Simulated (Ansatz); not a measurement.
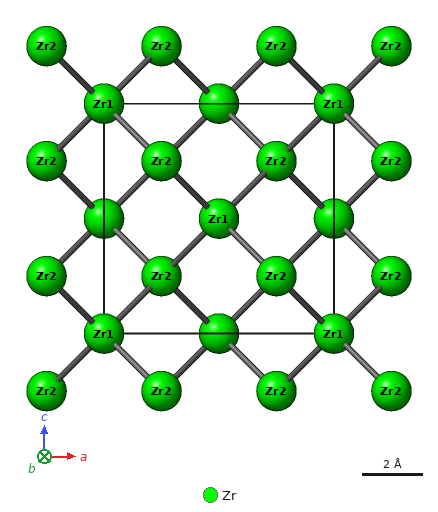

Starting structure of crystalline Zr (a generated structure, set up in Fd-3m). The picture is a ball-and-stick view of the conventional cell (4 times the calculation's cell), seen along the b axis. Lengths and directions refer to the drawn axes.

Case: Sn → Zr on all its sites, cell and atoms relaxed.

Level of theory: DFT PBEsol, scalar-relativistic, plane waves, PAW (Ansatz).

Input file:
```yaml
crystal:
  lattice:
    - [0.0, 3.83304024, 3.83304024]
    - [3.83304024, 0.0, 3.83304024]
    - [3.83304024, 3.83304024, 0.0]
  atoms:
    - { symbol: Zr, position: [0.0, 0.0, 0.0] }
    - { symbol: Zr, position: [0.25, 0.25, 0.25] }
basis:
  ecutwfc: 420
kpoints:
  mp_grid: { grid: [10, 10, 10] }
hamiltonian:
  xc: pbesol
scf:
  occupations: { method: gaussian, width: 0.1 }
output:
  forces: true
  stress: true
  eigenvalues: true
relax:
  adjacent_minimum: "off"
  f_tol: 0.01
  max_steps: 60
  cell: { stress_tol: 0.1 }
```

Launched with:
```bash
ansatz run input.yaml --threads 1 --pin off --max-ram 2560MiB --backend cpu --events-out ev --progress --plain --runs-dir out
```

Q: Where does the relaxation end?

A: The atoms keep their places relative to the cell (all moves are under 0.005 Å). Cell: a = b = c 7.666 → 6.139 Å (−19.9 %). Volume −48.6 %. Near-neighbour distances that change, for instance: Zr1–Zr2 3.320 → 2.658 Å. The space group stays Fd-3m (No. 227). Over 6 accepted moves (7 points after the start) the energy falls by 2.039 eV per cell of the calculation. All forces vanish by symmetry, so only the cell relaxes. Pressure: −7.25 GPa at the start and −0.01 GPa at the end. At 1 point the geometry stayed and the basis and grid were re-selected for the new cell (energy shift of 0.7 meV per cell of the calculation at most each time).

The end point in the same view:

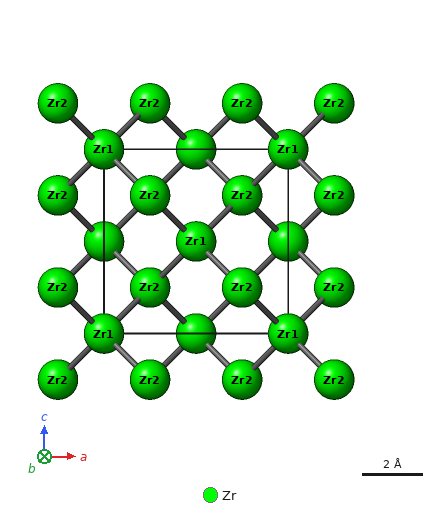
